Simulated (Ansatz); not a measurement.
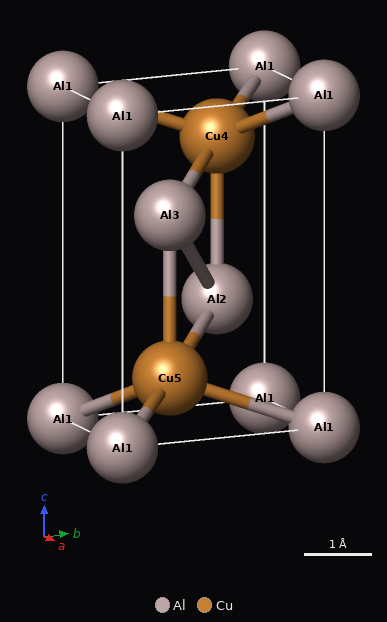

Figure 1. The input geometry (ball-and-stick view of the cell of the calculation, seen slightly off an axis; atoms are numbered from 1 in the order of the input). An atom can appear more than once, as a periodic image.

Al3Cu2: geometry relaxation

System: Al3Cu2 (5 atoms in the cell).
Method: DFT r2SCAN+rVV10, scalar-relativistic, plane waves, PAW, no spin polarisation (Ansatz 0.2.0).

The structure derives from a Materials Project entry. It belongs to a series of runs on one base structure; here: dispersion relaxed: r2SCAN, rVV10. Figures and captions count atoms from 1; the log counts them from 0 in places.

## The input
```yaml
crystal:
  lattice:
    - [4.0919516368, 0.0, 0.0]
    - [-2.0459758184, 3.5437340685, 0.0]
    - [0.0, 0.0, 4.9927787]
  atoms:
    - { symbol: Al, position: [0.0, 0.0, 0.0] }
    - { symbol: Al, position: [0.3333333333, 0.6666666667, 0.34992535] }
    - { symbol: Al, position: [0.6666666667, 0.3333333333, 0.65007465] }
    - { symbol: Cu, position: [0.3333333333, 0.6666666667, 0.83951213] }
    - { symbol: Cu, position: [0.6666666667, 0.3333333333, 0.16048787] }
basis:
  ecutwfc: 500
kpoints:
  mp_grid: { grid: [12, 12, 8] }
hamiltonian:
  xc: r2scan
  dispersion: rvv10
scf:
  occupations: { method: gaussian, width: 0.1 }
output:
  forces: true
  stress: true
  eigenvalues: true
relax:
  adjacent_minimum: "off"
  f_tol: 0.01
  max_steps: 60
  cell: { stress_tol: 0.05 }
```

Run as:
```bash
ansatz run input.yaml --threads 1 --pin off --max-ram 2560MiB --backend cpu --events-out ev --progress --plain --runs-dir out
```

## Log
```
Engine: ansatz 0.2.0, x86_64-unknown-linux-gnu
Pseudopotentials: kind: paw
Pseudopotential: Al, paw, valence charge 3, recommended cutoff 500 eV (meta_gga), Al.paw.azcp
Pseudopotential: Cu, paw, valence charge 19, recommended cutoff 500 eV (meta_gga), Cu.paw.azcp
Functional definition: r2SCAN+rVV10
  parameter k0 = 0.174
  parameter k1 = 0.065
  parameter a1 = 4.9479
  exchange = r2scan_x(k0 = k0, k1 = k1, a1 = a1)
  correlation = r2scan_c + rvv10(11.95, 0.0093)
Crystal: 5 atoms, lattice volume = 72.399 Å³
Basis set: ecut = 500 eV, 1861 PW (Γ), exchange–correlation on 144×144×180 points (64 copies of the dense FFT grid, shifted against one another)
Bands: 29, of which v1, the nominal top of the filled ones, is band 24 counted from 1 (23 counted from 0)
Symmetry: 12 space group operations
Space group: P-3m1 (ITA 164), of the structure as read, at distance tolerance 4.2e-5 Å
k-points: 131 of 1152
Non-local potential: Al, projectors of the file, l = 0: 2, l = 1: 2, l = 2: 1
Non-local potential: Cu, projectors of the file, l = 0: 3, l = 1: 2, l = 2: 3, l = 3: 1
PAW form: soft (Blöchl's): semilocal exchange-correlation on the pseudo side does not see the compensation charge
rVV10 density: all electrons in the spheres
PAW frozen core: Al, regenerated for the run's functional (the file was generated under x = pbe(κ = 0.804, μ = 0.2195149727645171), c = pbe(β = 0.06672455060314922))
PAW frozen core: Cu, regenerated for the run's functional (the file was generated under x = pbe(κ = 0.804, μ = 0.2195149727645171), c = pbe(β = 0.06672455060314922))
PAW one-centre angular grid: Al, 302 points (default); XC on 160 Gauss nodes
PAW one-centre angular grid: Cu, 590 points (default); XC on 160 Gauss nodes
Initial density: superposition of atomic densities (neutral atoms: chi_scale 0, normalization atom), corrected by the library's trained network
Initial wavefunctions: pseudopotential atomic-orbital guess
Functional: x = r2scan, c = r2scan + rvv10(b = 11.95, C = 0.0093); τ floored in thin density (d = 2e-4 eV/Å³)
SCF iter   1: F=—  HF=-14881.291359 eV  |F-HF|=—  |Δ(HF+E_count)|=         —  Δρ=2.22e-2  dr2=2.38e-1  dr2_τ=1.83e-2  ethr=1.77e-3  ⟨swp⟩=6.3  Hψ=17191  notcnv=0
preconditioner: auto → Kerker (q_TF=auto, 2.539 Å⁻¹)  [metal: Δε(μ)=0.006 eV  Ē_g=8.210 eV  σ=0.100 eV  W_gap=0.03  n_scr=22 (ndim 8)  ℏωp=24.3 eV  f_vac=0.001  D(μ)=1.21/eV (n_scr^D=2)]
SCF iter   2: F=—  HF=-14881.326480 eV  |F-HF|=—  |Δ(HF+E_count)|=   3.51e-2  Δρ=1.50e-2  dr2=8.40e-2  dr2_τ=1.37e-3  ethr=5.07e-4  ⟨swp⟩=2.0  Hψ=7202  notcnv=0  defer=149
SCF iter   3: F=—  HF=-14881.296352 eV  |F-HF|=—  |Δ(HF+E_count)|=   3.01e-2  Δρ=4.50e-3  dr2=1.54e-2  dr2_τ=6.23e-5  ethr=1.79e-4  ⟨swp⟩=2.1  Hψ=6160  notcnv=0  defer=149
SCF iter   4: F=—  HF=-14881.292632 eV  |F-HF|=—  |Δ(HF+E_count)|=   3.72e-3  Δρ=1.10e-3  dr2=8.85e-4  dr2_τ=1.03e-5  ethr=3.29e-5  ⟨swp⟩=1.2  Hψ=4922  notcnv=0  defer=148
SCF iter   5: F=—  HF=-14881.292685 eV  |F-HF|=—  |Δ(HF+E_count)|=   5.36e-5  Δρ=5.87e-4  dr2=2.67e-4  dr2_τ=1.35e-6  ethr=1.88e-6  ⟨swp⟩=2.0  Hψ=5055  notcnv=0  defer=148
SCF iter   6: F=—  HF=-14881.292617 eV  |F-HF|=—  |Δ(HF+E_count)|=   6.84e-5  Δρ=2.04e-4  dr2=2.41e-5  dr2_τ=1.25e-7  ethr=5.69e-7  ⟨swp⟩=2.6  Hψ=5671  notcnv=0  defer=148
SCF iter   7: F=—  HF=-14881.292617 eV  |F-HF|=—  |Δ(HF+E_count)|=   2.41e-7  Δρ=7.63e-5  dr2=2.57e-6  dr2_τ=8.17e-9  ethr=5.13e-8  ⟨swp⟩=2.2  Hψ=5595  notcnv=0  defer=148
SCF iter   8: F=—  HF=-14881.292617 eV  |F-HF|=—  |Δ(HF+E_count)|=   7.77e-9  Δρ=1.33e-5  dr2=2.24e-7  dr2_τ=9.79e-10  ethr=5.48e-9  ⟨swp⟩=2.7  Hψ=5687  notcnv=0  defer=148
SCF iter   9: F=-14881.292617 eV  HF=-14881.292617 eV  |F-HF|=4.11e-9  |Δ(HF+E_count)|=   9.53e-9  Δρ=3.65e-6  dr2=1.72e-8  dr2_τ=7.05e-11  ethr=2.13e-10  ⟨swp⟩=8.3  Hψ=15493  notcnv=0
SCF 1 converged in 9 iterations: F = -14881.292617 eV  dr2 = 1.72e-8
  greatest PAW one-centre occupation: 1.000 electrons in one spin orbital (limit 2), on the Cu atom at site 4 (counted from 0), in its partial waves of l = 0
relax step   1: F+E_penalty+E_count = -14881.29261650 eV  Δ(F+E_penalty+E_count) = +0.000e0 eV  max|allowed force component| = 2.934e-2 eV/Å  Δτ_max = 0.0000 Å  P = -0.272 GPa  Ω = 72.399 Å³  (9 SCF iters, dr2 threshold 1.00e-7 eV, accepted)
Crystal: 5 atoms, lattice volume = 72.288 Å³
rVV10 density: all electrons in the spheres
Initial density: handed on by an earlier stage of this run
Initial wavefunctions: those handed on with the density
iter 1 solved again at ethr=4.28e-7 eV; its pass at ethr=3.10e-3 eV (dr2=2.01e-4 eV) is discarded
SCF iter   1: F=—  HF=-14881.292519 eV  |F-HF|=—  |Δ(HF+E_count)|=         —  Δρ=6.53e-4  dr2=1.97e-4  dr2_τ=6.75e-4  ethr=4.28e-7  ⟨swp⟩=2.0  Hψ=18262  notcnv=0
preconditioner: auto → Kerker (q_TF=auto, 2.539 Å⁻¹)  [metal: Δε(μ)=0.006 eV  Ē_g=8.070 eV  σ=0.100 eV  W_gap=0.03  n_scr=22 (ndim 8)  ℏωp=24.3 eV  f_vac=0.000  D(μ)=1.18/eV (n_scr^D=2)]
SCF iter   2: F=—  HF=-14881.293110 eV  |F-HF|=—  |Δ(HF+E_count)|=   5.91e-4  Δρ=4.81e-4  dr2=8.85e-5  dr2_τ=1.38e-6  ethr=4.19e-7  ⟨swp⟩=2.0  Hψ=6865  notcnv=0
SCF iter   3: F=—  HF=-14881.293087 eV  |F-HF|=—  |Δ(HF+E_count)|=   2.35e-5  Δρ=1.73e-4  dr2=2.21e-5  dr2_τ=1.69e-7  ethr=1.88e-7  ⟨swp⟩=2.0  Hψ=5492  notcnv=0
SCF iter   4: F=—  HF=-14881.293084 eV  |F-HF|=—  |Δ(HF+E_count)|=   2.70e-6  Δρ=6.81e-5  dr2=2.27e-6  dr2_τ=1.16e-7  ethr=4.70e-8  ⟨swp⟩=2.4  Hψ=6046  notcnv=0
SCF iter   5: F=—  HF=-14881.293084 eV  |F-HF|=—  |Δ(HF+E_count)|=   4.19e-7  Δρ=4.15e-5  dr2=9.04e-7  dr2_τ=4.00e-9  ethr=4.84e-9  ⟨swp⟩=2.0  Hψ=6866  notcnv=0
SCF iter   6: F=-14881.293084 eV  HF=-14881.293084 eV  |F-HF|=2.39e-9  |Δ(HF+E_count)|=   6.49e-8  Δρ=4.70e-6  dr2=2.70e-8  dr2_τ=2.91e-10  ethr=1.06e-9  ⟨swp⟩=5.0  Hψ=15806  notcnv=0
SCF 2 converged in 6 iterations: F = -14881.293084 eV  dr2 = 2.70e-8
relax step   2: F+E_penalty+E_count = -14881.29308417 eV  Δ(F+E_penalty+E_count) = -4.677e-4 eV  max|allowed force component| = 2.107e-2 eV/Å  Δτ_max = 0.0021 Å  P = -0.089 GPa  Ω = 72.288 Å³  energy of the carried Pulay correction = +2.160e-5 eV  (6 SCF iters, dr2 threshold 5.00e-7 eV, accepted)
Crystal: 5 atoms, lattice volume = 72.218 Å³
rVV10 density: all electrons in the spheres
iter 1 solved again at ethr=2.58e-7 eV; its pass at ethr=3.10e-3 eV (dr2=1.21e-4 eV) is discarded
SCF iter   1: F=—  HF=-14881.291925 eV  |F-HF|=—  |Δ(HF+E_count)|=         —  Δρ=6.05e-4  dr2=1.21e-4  dr2_τ=1.63e-3  ethr=2.58e-7  ⟨swp⟩=2.0  Hψ=18224  notcnv=0
preconditioner: auto → Kerker (q_TF=auto, 2.540 Å⁻¹)  [metal: Δε(μ)=0.010 eV  Ē_g=8.079 eV  σ=0.100 eV  W_gap=0.05  n_scr=22 (ndim 8)  ℏωp=24.3 eV  f_vac=0.000  D(μ)=1.18/eV (n_scr^D=2)]
SCF iter   2: F=—  HF=-14881.293254 eV  |F-HF|=—  |Δ(HF+E_count)|=   1.33e-3  Δρ=3.61e-4  dr2=6.43e-5  dr2_τ=1.34e-6  ethr=2.58e-7  ⟨swp⟩=2.0  Hψ=6870  notcnv=0
SCF iter   3: F=—  HF=-14881.293244 eV  |F-HF|=—  |Δ(HF+E_count)|=   9.99e-6  Δρ=2.46e-4  dr2=3.49e-5  dr2_τ=1.99e-7  ethr=1.37e-7  ⟨swp⟩=2.0  Hψ=5511  notcnv=0
SCF iter   4: F=—  HF=-14881.293240 eV  |F-HF|=—  |Δ(HF+E_count)|=   3.83e-6  Δρ=9.47e-5  dr2=4.17e-6  dr2_τ=1.18e-7  ethr=7.43e-8  ⟨swp⟩=2.1  Hψ=5568  notcnv=0
SCF iter   5: F=—  HF=-14881.293240 eV  |F-HF|=—  |Δ(HF+E_count)|=   7.30e-8  Δρ=4.58e-5  dr2=1.10e-6  dr2_τ=6.93e-9  ethr=8.88e-9  ⟨swp⟩=2.0  Hψ=6867  notcnv=0
SCF iter   6: F=-14881.293239 eV  HF=-14881.293240 eV  |F-HF|=6.50e-8  |Δ(HF+E_count)|=   1.10e-7  Δρ=1.07e-5  dr2=9.17e-8  dr2_τ=5.54e-10  ethr=2.73e-10  ⟨swp⟩=3.0  Hψ=15943  notcnv=0
SCF 3 converged in 6 iterations: F = -14881.293239 eV  dr2 = 9.17e-8
relax step   3: F+E_penalty+E_count = -14881.29323947 eV  Δ(F+E_penalty+E_count) = -1.553e-4 eV  max|allowed force component| = 4.312e-3 eV/Å  Δτ_max = 0.0034 Å  P = +0.017 GPa  Ω = 72.218 Å³  energy of the carried Pulay correction = +3.502e-5 eV  (6 SCF iters, dr2 threshold 1.28e-7 eV, accepted)
rVV10 density: all electrons in the spheres
Initial wavefunctions: pseudopotential atomic-orbital guess (no wavefunctions were taken with the density)
iter 1 solved again at ethr=9.62e-8 eV; its pass at ethr=3.10e-3 eV (dr2=4.52e-5 eV) is discarded
SCF iter   1: F=—  HF=-14881.293203 eV  |F-HF|=—  |Δ(HF+E_count)|=         —  Δρ=1.06e-5  dr2=8.28e-8  dr2_τ=5.67e-9  ethr=9.62e-8  ⟨swp⟩=3.1  Hψ=27051  notcnv=0
preconditioner: auto → Kerker (q_TF=auto, 2.540 Å⁻¹)  [metal: Δε(μ)=0.011 eV  Ē_g=8.081 eV  σ=0.100 eV  W_gap=0.06  n_scr=22 (ndim 8)  ℏωp=24.3 eV  f_vac=0.000  D(μ)=1.18/eV (n_scr^D=2)]
SCF iter   2: F=—  HF=-14881.293204 eV  |F-HF|=—  |Δ(HF+E_count)|=   1.30e-6  Δρ=1.58e-5  dr2=1.16e-7  dr2_τ=1.80e-9  ethr=1.76e-10  ⟨swp⟩=2.1  Hψ=6638  notcnv=0
SCF iter   3: F=—  HF=-14881.293204 eV  |F-HF|=—  |Δ(HF+E_count)|=   3.64e-9  Δρ=4.75e-6  dr2=2.43e-8  dr2_τ=8.87e-10  ethr=1.76e-10  ⟨swp⟩=2.0  Hψ=5308  notcnv=0
SCF iter   4: F=—  HF=-14881.293204 eV  |F-HF|=—  |Δ(HF+E_count)|=   6.20e-9  Δρ=2.13e-6  dr2=5.58e-9  dr2_τ=2.41e-11  ethr=5.17e-11  ⟨swp⟩=2.5  Hψ=5723  notcnv=0
SCF iter   5: F=—  HF=-14881.293204 eV  |F-HF|=—  |Δ(HF+E_count)|=  2.11e-10  Δρ=1.65e-6  dr2=1.86e-9  dr2_τ=6.02e-12  ethr=1.19e-11  ⟨swp⟩=2.0  Hψ=5756  notcnv=0
SCF iter   6: F=-14881.293204 eV  HF=-14881.293204 eV  |F-HF|=2.18e-11  |Δ(HF+E_count)|=  2.36e-10  Δρ=2.54e-7  dr2=4.11e-11  dr2_τ=1.53e-13  ethr=1.00e-12  ⟨swp⟩=3.7  Hψ=15478  notcnv=0
SCF 4 converged in 6 iterations: F = -14881.293204 eV  dr2 = 4.11e-11
relax step   4: F+E_penalty+E_count = -14881.29320435 eV  Δ(F+E_penalty+E_count) = +3.513e-5 eV  max|allowed force component| = 4.123e-3 eV/Å  Δτ_max = 0.0000 Å  P = +0.016 GPa  Ω = 72.218 Å³  stress off target by 2.59e-2 GPa  SCF on the basis re-selected at this cell (its energy is not comparable with the rows above)  (6 SCF iters)
```

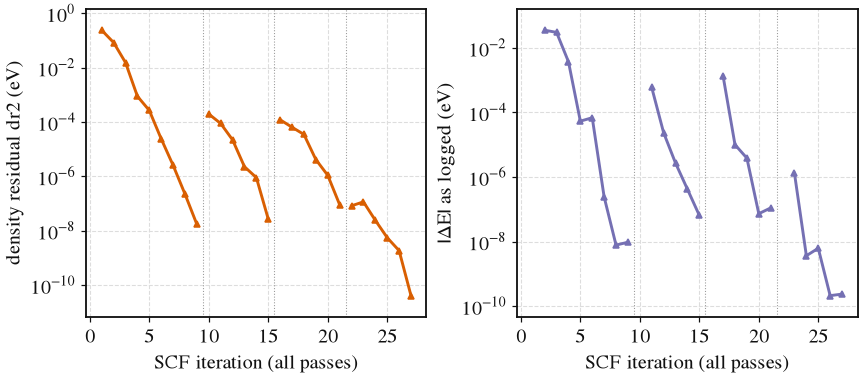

Figure 2. Convergence of the self-consistent field: density residual dr2 and size of the energy change against the SCF iteration. The dotted lines part the SCF passes of the relaxation: geometry steps, rejected trials and re-solves on a re-selected basis. The passes take 9, 6, 6 and 6 iterations.

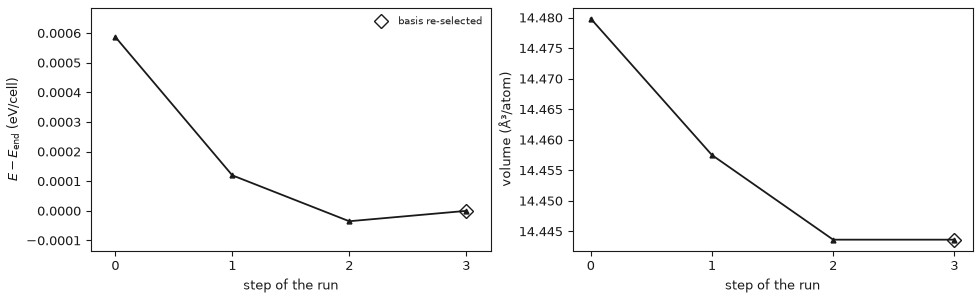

Figure 3. Progress of the relaxation, step by step (the first geometry is step 0 here and step 1 in the log). The largest moves relative to the cell, 0.005 Å, are those of Cu4 and Cu5. By element the largest moves are Cu 0.005 Å, Al 0.002 Å. Cell: a = b 4.092 → 4.093 Å (0.0 %), c 4.993 → 4.979 Å (−0.3 %). Volume −0.3 %. Among the contacts that change: Al2–Cu4 2.548 → 2.538 Å, Al2–Al3 2.798 → 2.793 Å. The space group stays P-3m1 (No. 164). The energy falls by 0.6 meV per cell of the calculation in 2 geometry steps. Largest force component: 0.029 eV/Å at the start, 0.0041 eV/Å at the end. Pressure: −0.27 GPa at the start and 0.02 GPa at the end. A last SCF at the same geometry on a re-selected plane-wave basis shifts the energy by +0.0 meV per cell of the calculation. (Atoms are counted from 1 in the order of the input.)

```
basis re-selected at this cell: Δ(F+E_penalty+E_count) = +3.513e-5 eV, ΔP = -0.001 GPa vs the last step (what re-selecting the basis moved, of the pressure what is left beyond the Pulay correction that the steps carried, after the strain that the cell walked since its last selection, with what the two solves' SCF thresholds leave and, on support functions, any second-order correction that the steps lacked; it is no measure of the basis error at this ecutwfc). This SCF's stress stands 2.59e-2 GPa from its target on what of the cell is left free (relax.cell.stress_tol is 5.00e-2 GPa) and its largest allowed force component is 4.12e-3 eV/Å (relax.f_tol is 1.00e-2 eV/Å): within both
SCF converged after 6 iterations
Free energy (F): -14881.293204 eV
Harris-Foulkes:  -14881.293204 eV  (|F-HF|=2.18e-11)
Internal energy: -14881.287298 eV  (E = F + TS)
E sigma→0 (E₀):  -14881.290251 eV
Entropy (-TS):   -0.005907 eV (-1.181 meV/atom)
Fermi energy:    11.352054 eV
--- Per-component energies (eV) ---
  E_band       = -982.395416
  E_kinetic    = 671.435123
  E_local      = -11627.018350  (includes V_loc(G=0)·N_el)
  E_nonlocal   = 805.692780
  E_hartree    = 5232.282373
  E_xc         = -277.773986
  E_vxc        = -347.931814  (∫ρ·V_xc dr)
  E_paw        = -4764.472582  (= ΣΔE_a)
  E_vpaw       = -971.910805  (= ΣTr[D̂ρ^β])
  E_aug_tail   = 0.000225  (compensation charges beyond the density's cutoff)
  E_vtau       = 22.772316  (kinetic-family band-sum trace: ∫τ·v_τ [+ j·A + Jᵃ·Aᵃ] dr)
  E_ewald      = -4920.650342
  E_core_change = -0.782540  (= ΣΔE_core)
  E_smearing   = -0.005907  (= −TS)
  E_closure    = -0.000000  (closes the sum)
  Σ components = -14881.293204   (vs F -14881.293204, Δ=0.00e0)
--- Forces (eV/Å), atoms counted from 1 ---
  atom   1  Al    -0.00000000    -0.00000000     0.00000000
  atom   2  Al    -0.00000000     0.00000000    -0.00139532
  atom   3  Al     0.00000000    -0.00000000     0.00139532
  atom   4  Cu     0.00000000     0.00000000     0.00412335
  atom   5  Cu     0.00000000    -0.00000000    -0.00412335
  max |Σ_I F_I| component: 5.78e-18 eV/Å
--- Stress (GPa, compression-positive) ---
        0.011426      -0.000000       0.000000
       -0.000000       0.011426      -0.000000
        0.000000      -0.000000       0.025904
  P = ⅓ Tr σ = 0.0163 GPa (0.163 kbar)
--- Band table (eV; the first three rows and the last of 131) ---
  k-point 0: bands = ["-106.8990", "-106.8976", "-62.7081", "-62.7019", "-62.6982", "-62.6982", "-62.6911", "-62.6911", "-0.5748", "4.5976", "5.1671", "5.7840", "5.7840", "6.1537", "6.1537", "6.6953", "6.6953", "7.0702", "7.0702", "7.5511", "7.5715", "11.0849", "11.0849", "12.7281", "12.7281", "14.2286", "14.7205", "17.0581", "17.0581"]
  k-point 1: bands = ["-106.8990", "-106.8976", "-62.7081", "-62.7019", "-62.6982", "-62.6982", "-62.6911", "-62.6911", "-0.4807", "3.9690", "5.4232", "5.7700", "5.7700", "6.1449", "6.1449", "6.7176", "6.7176", "7.0627", "7.0709", "7.0709", "8.6156", "11.1919", "11.1919", "12.7803", "12.7803", "14.2546", "14.7701", "16.1023", "16.1023"]
  k-point 2: bands = ["-106.8990", "-106.8976", "-62.7081", "-62.7019", "-62.6982", "-62.6982", "-62.6911", "-62.6911", "-0.2053", "2.9912", "5.6104", "5.7388", "5.7388", "6.1219", "6.1219", "6.7777", "6.7777", "6.8845", "7.0655", "7.0655", "10.1200", "11.5061", "11.5061", "12.9175", "12.9175", "14.3231", "14.9051", "14.9787", "14.9787"]
  k-point 130: bands = ["-106.8983", "-106.8983", "-62.7066", "-62.7066", "-62.6993", "-62.6932", "-62.6932", "-62.6902", "4.1981", "4.2889", "4.2889", "4.7279", "4.7279", "5.5954", "6.3946", "6.3946", "6.3995", "6.7887", "7.0547", "7.0547", "7.3584", "7.4052", "7.4052", "8.8248", "16.3749", "16.7398", "16.7398", "17.6994", "17.6994"]
--- Relaxed structure (3 steps of the walk, 3 accepted, 1 SCFs on fresh bases) ---
  F+E_penalty+E_count = -14881.29320435 eV   max|allowed force component| = 4.123e-3 eV/Å   (the final SCF, on the basis selected at the relaxed cell)
  cell:  # Å, volume = 72.2182 Å³
    - [4.092617791632433, 1.386631599380999e-33, -8.06274990040676e-19]
    - [-2.0463088958162166, 3.5443109755338544, 4.0313749502033844e-19]
    - [-9.837732588112162e-19, 4.614253891979448e-34, 4.9786743311367445]
  atoms:
    - { symbol: Al, position: [-4.959058977991386e-36, 1.0869494759776664e-35, 0.0] }
    - { symbol: Al, position: [0.3333333333333333, 0.6666666666666666, 0.35040905695765495] }
    - { symbol: Al, position: [0.6666666666666666, 0.3333333333333333, 0.6495909430423452] }
    - { symbol: Cu, position: [0.3333333333333333, 0.6666666666666666, 0.84061548284485] }
    - { symbol: Cu, position: [0.6666666666666666, 0.3333333333333333, 0.15938451715515012] }
```

## Trajectory as extended XYZ (Å, eV, eV/Å), 4 frames, from step=1 to step=4
```
5
Lattice="4.0920 0.0000 0.0000 -2.0460 3.5437 0.0000 0.0000 0.0000 4.9928" Properties=species:S:1:pos:R:3:forces:R:3 step=1 energy=-14881.29262 pressure_GPa=-0.27
Al    0.0000    0.0000    0.0000    0.0000   0.0000   0.0000
Al    0.0000    2.3625    1.7471    0.0000   0.0000   0.0005
Al    2.0460    1.1812    3.2457    0.0000   0.0000  -0.0005
Cu    0.0000    2.3625    4.1915    0.0000   0.0000   0.0293
Cu    2.0460    1.1812    0.8013    0.0000   0.0000  -0.0293
5
Lattice="4.0923 0.0000 0.0000 -2.0461 3.5440 0.0000 0.0000 0.0000 4.9843" Properties=species:S:1:pos:R:3:forces:R:3 step=2 energy=-14881.29308 pressure_GPa=-0.09
Al    0.0000    0.0000    0.0000    0.0000   0.0000   0.0000
Al    0.0000    2.3627    1.7447    0.0000   0.0000   0.0040
Al    2.0461    1.1813    3.2396    0.0000   0.0000  -0.0040
Cu    0.0000    2.3627    4.1864    0.0000   0.0000   0.0211
Cu    2.0461    1.1813    0.7979    0.0000   0.0000  -0.0211
5
Lattice="4.0926 0.0000 0.0000 -2.0463 3.5443 0.0000 0.0000 0.0000 4.9787" Properties=species:S:1:pos:R:3:forces:R:3 step=3 energy=-14881.29324 pressure_GPa=0.02
Al    0.0000    0.0000    0.0000    0.0000   0.0000   0.0000
Al    0.0000    2.3629    1.7446    0.0000   0.0000  -0.0014
Al    2.0463    1.1814    3.2341    0.0000   0.0000   0.0014
Cu    0.0000    2.3629    4.1852    0.0000   0.0000   0.0043
Cu    2.0463    1.1814    0.7935    0.0000   0.0000  -0.0043
5
Lattice="4.0926 0.0000 0.0000 -2.0463 3.5443 0.0000 0.0000 0.0000 4.9787" Properties=species:S:1:pos:R:3:forces:R:3 step=4 energy=-14881.29320 pressure_GPa=0.02
Al    0.0000    0.0000    0.0000    0.0000   0.0000   0.0000
Al    0.0000    2.3629    1.7446    0.0000   0.0000  -0.0014
Al    2.0463    1.1814    3.2341    0.0000   0.0000   0.0014
Cu    0.0000    2.3629    4.1852    0.0000   0.0000   0.0041
Cu    2.0463    1.1814    0.7935    0.0000   0.0000  -0.0041
```

## Key numbers

- outcome: converged
- space group (tolerance 0.01 Å): P-3m1 (164)
- electrons treated: 47
- free energy: −14881.2932 eV
- Fermi energy: 11.352 eV
- gap on the k-point mesh: none (metallic)
- pressure: 0.02 GPa
- final volume: 72.22 Å³
- largest force (length of the vector) at the end: 0.004 eV/Å
- final cell: a = 4.093 Å, b = 4.093 Å, c = 4.979 Å, α = 90.00°, β = 90.00°, γ = 120.00°
- hardware: 1 thread of Intel Xeon @ 2.70GHz, 189 GiB of memory available, shared host
- wall time: 2.7 min
- peak memory: 0.86 GiB
